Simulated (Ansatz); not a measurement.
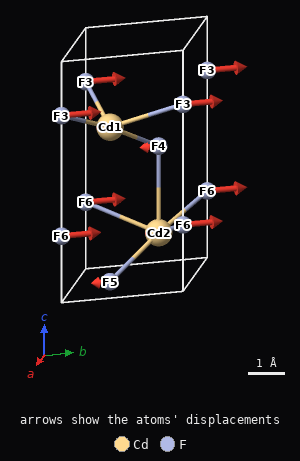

One vibrational mode of crystalline CdF₂ (a generated structure) at the zone centre. The red arrows give the relative displacements of the atoms. The picture is a ball-and-stick view of the cell of the calculation, seen slightly off an axis.

These are results of DFT PBE+D3(BJ), scalar-relativistic, plane waves, PAW (Ansatz 0.2.0), not measurements.

The input:
```yaml
crystal:
  lattice:
    - [3.6622279923, 0.0, 0.0]
    - [-1.8311139961, 3.1715824758, 0.0]
    - [0.0, 0.0, 7.1240313195]
  atoms:
    - { symbol: Cd, position: [0.6666666667, 0.3333333333, 0.6653378722] }
    - { symbol: Cd, position: [0.3333333333, 0.6666666667, 0.1653378722] }
    - { symbol: F, position: [0.0, 0.0, 0.7760958285] }
    - { symbol: F, position: [0.3333333333, 0.6666666667, 0.5247952795] }
    - { symbol: F, position: [0.6666666667, 0.3333333333, 0.0247952795] }
    - { symbol: F, position: [0.0, 0.0, 0.2760958285] }
basis:
  ecutwfc: 420
kpoints:
  mp_grid: { grid: [6, 6, 4] }
hamiltonian:
  xc: pbe
  dispersion: d3bj
scf:
  occupations: { method: fixed }
output:
  eigenvalues: true
phonons:
  method: dfpt
  dielectric: true
  rigid_motions: translations
  eigenvectors: true
  qmesh: [2, 2, 1]
  temperatures: { t_max: 1000, t_step: 100 }
  qpath:
    path:
      - [[0.0, 0.0, 0.0], [0.5, 0.0, 0.0], [0.33333333, 0.33333333, 0.0], [0.0, 0.0, 0.0], [0.0, 0.0, 0.5], [0.5, 0.0, 0.5], [0.33333333, 0.33333333, 0.5], [0.0, 0.0, 0.5]]
      - [[0.5, 0.0, 0.5], [0.5, 0.0, 0.0]]
      - [[0.33333333, 0.33333333, 0.5], [0.33333333, 0.33333333, 0.0]]
    npoints: 8
```

Launched with:
```bash
ansatz run input.yaml --threads 1 --pin off --max-ram 2560MiB --backend cpu --events-out ev --progress --plain --runs-dir out
```

Frequencies are those without the non-analytic (LO–TO) term.

**What mode is this, and where does it lie in the spectrum?**

This is the E₁ mode (doubly degenerate; one member of the set is drawn) at 8.79 THz, optical level 8 of 10, counted from below, infrared- and Raman-active by symmetry. The F (2a) sublattice moves against the F (2b) and Cd sublattices, along b; it stretches the shortest Cd–F bonds (2.26 Å); the kinetic energy is shared as F 95 %, Cd 5 %. Its infrared intensity is 5.2 (D/Å)²/amu for the set.
